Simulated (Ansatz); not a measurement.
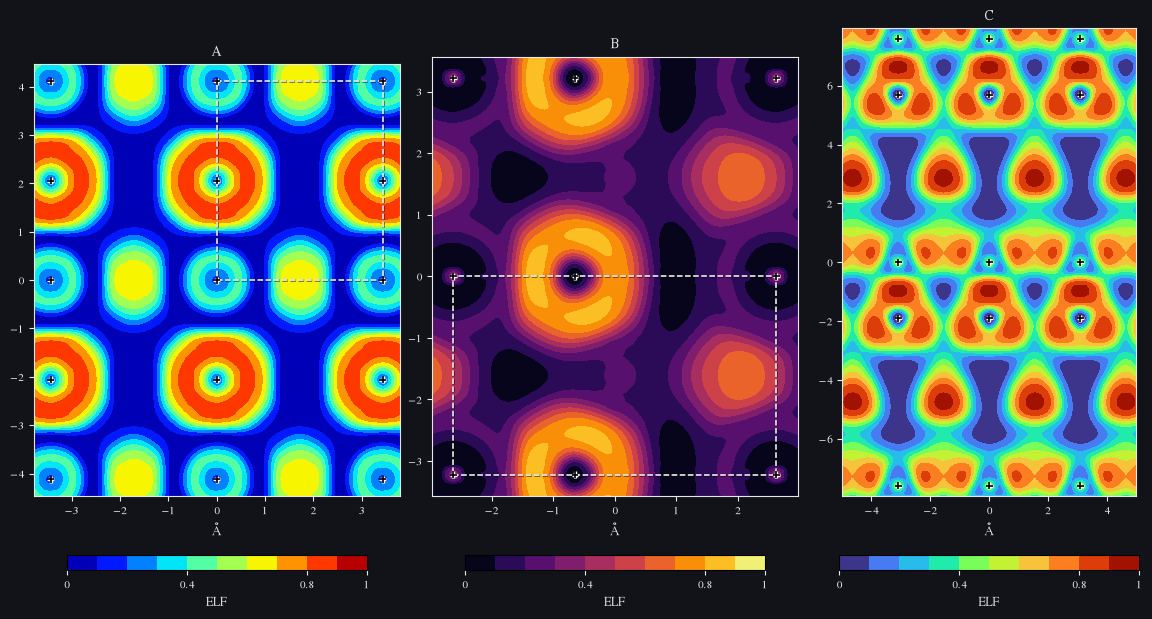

The ELF of 3 systems, each on a plane through atoms (crosses mark nuclei in the plane).

The calculation used Ansatz, DFT PBE, scalar-relativistic, plane waves, PAW.

System 1: MgO, the (100) plane of the conventional cell. Space group P6₃/mmc; a structure from a database of computed crystals, not necessarily the ambient phase; changed on purpose from its base cell (strain -0.015 along x and y, -0.015 along z, atoms carried along); computed pressure about 12 GPa in this cell.

```yaml
crystal:
  lattice:
    - [3.43408, 0.00000, 0.00000]
    - [-1.71704, 2.97400, 0.00000]
    - [0.00000, 0.00000, 4.11537]
  atoms:
    - { symbol: Mg, position: [0.66667, 0.33333, 0.75000] }
    - { symbol: Mg, position: [0.33333, 0.66667, 0.25000] }
    - { symbol: O, position: [0.66667, 0.33333, 0.25000] }
    - { symbol: O, position: [0.33333, 0.66667, 0.75000] }
```

System 2: GaN, the (11̄0) plane of the conventional cell. Space group P6₃mc; a structure from a database of computed crystals, not necessarily the ambient phase.

System 3: SiC, the (100) plane of the conventional cell. Space group P6₃mc; a structure from a database of computed crystals, not necessarily the ambient phase.

```xyz
12
Lattice="3.0950 0.0000 0.0000 -1.5475 2.6803 0.0000 0.0000 0.0000 15.1866" Properties=species:S:1:pos:R:3 pbc="T T T"
Si    0.0000    1.7869   12.6503
Si    1.5475    0.8934    5.0570
Si    1.5475    0.8934   10.1218
Si    0.0000    1.7869    2.5286
Si    0.0000    0.0000    7.5890
Si    0.0000    0.0000   15.1823
C     0.0000    0.0000   13.2787
C     0.0000    0.0000    5.6854
C     0.0000    1.7869   10.7521
C     1.5475    0.8934    3.1588
C     1.5475    0.8934    8.2237
C     0.0000    1.7869    0.6304
```

Which map belongs to which system?

Answer. Panel A is system 1, MgO: the plane holds Mg and O. Mg–O (2.06 Å): the ELF peaks at about 0.85 in the valence shell of O, 0.7 Å from its nucleus, and is about 0.35 at the midpoint (a closed-shell, largely ionic contact). Panel B is system 2, GaN: the plane holds Ga and N. Ga–N (1.98 Å): the ELF peaks at about 0.85 in the valence shell of N, 0.7 Å from its nucleus, and is about 0.45 at the midpoint. Panel C is system 3, SiC: the plane holds Si and C. Si–C (1.90 Å): the ELF peaks at about 0.95 between the atoms, as expected for a covalent bond.
